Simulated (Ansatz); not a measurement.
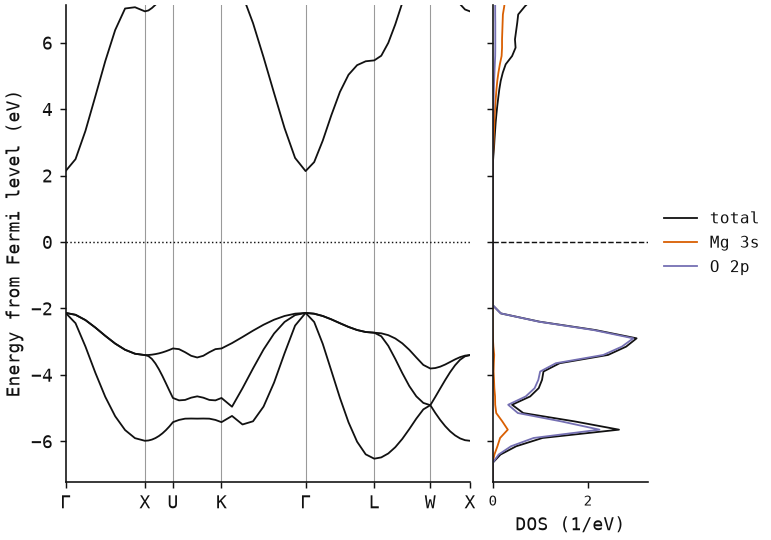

Band structure and density of states. Energies are counted from the Fermi level. The path runs straight from each named point to the next. The partial curves are projected on Löwdin-orthogonalised atomic shells; they sum to less than the total at higher energies, where shells without a projector contribute.

**What lattice type does the k path imply?**

A face-centred cubic lattice: the path Γ–X–U–K–Γ–L–W–X runs through the special points of its Brillouin zone.

The material is MgO, space group Fm-3m (No. 225), 2 atoms in the cell, a database entry, rescaled.

Computed with Ansatz 0.2.0: DFT with PBE, PAW plane waves, no spin polarisation, 10×10×10 k mesh, 420 eV cutoff.

**Read off the fundamental gap and say whether it is direct.**

An insulator. The gap along this path is 4.27 eV and direct: both edges lie at Γ.

**How wide is the upper valence band?**

The upper group of valence states starts about 4.3 eV under the valence-band top (which lies at −2.1 eV on this axis), with a gap beneath it; it holds about 6 electrons a cell.

**What are the direct gaps at L, X and Γ?**

The direct gaps are 8.20 eV at L, 10.35 eV at X and 4.27 eV at Γ.

**How many bands meet at the valence-band top?**

Three bands meet at the valence-band top at Γ: it is triply degenerate (spin aside).
